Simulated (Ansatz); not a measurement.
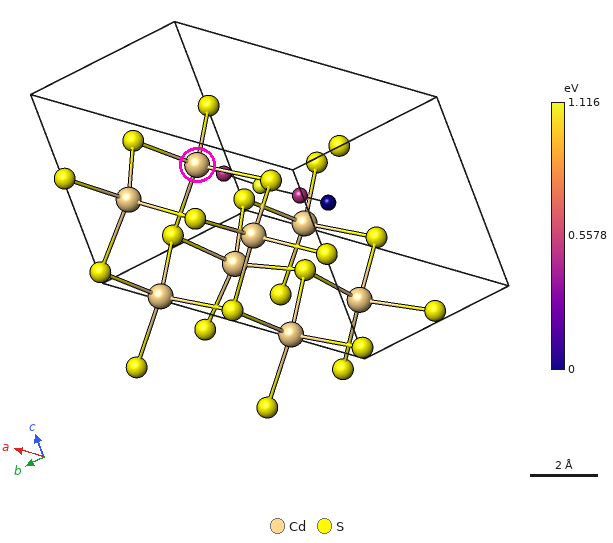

NEB run on a defect cell of composition Cd₇S₈ (cell charge −2) with a Cd vacancy (15 atoms in the cell). Images are numbered from 0 (start) to 4 (end). The start is drawn whole; smaller spheres mark the moving atoms (Cd) in the later images, joined by lines and coloured by the energy of the image relative to the start. Style: ball-and-stick. Shown: the reduced simulation cell (origin moved), from a free direction. The moving atom is ringed, with any periodic copies. Lengths and directions refer to the drawn axes. Bonds to atoms that aren't drawn are left out.

These are results of DFT PBEsol, scalar-relativistic, plane waves, PAW (Ansatz), not measurements. Run with plane-wave cutoff 420 eV; k-point mesh 4 × 4 × 4; Gaussian smearing 0.05 eV; 3 movable images; climbing image from the first iteration; force threshold 0.05 eV/Å; iteration limit 60.

**What moves, how far, and at what cost in energy?**

It is a vacancy jump: a nearby atom moves into the empty site and leaves its own site empty. A Cd atom travels furthest, 4.12 Å from end to end, along −a, on a path that bends up to 0.59 Å away from the straight line. At the highest image its nearest neighbour (S) is 2.48 Å away, against 2.50 Å at the start, and the surrounding atoms stand up to 0.65 Å off the mean of their end positions. The barrier is about 1.12 eV in both directions, with image 2 at the top; the ends have the same energy. The band converged in 14 iterations. The largest component of the band force went from 180 to 0.009 eV/Å. The climbing image converged on the top of the path. Its curvatures weren't checked.

Limits of the set-up: the periodic images lie only 8.2 Å apart, so the values are limited by the cell's size; the cell is charged, on a uniform background, and energies carry no finite-size correction.
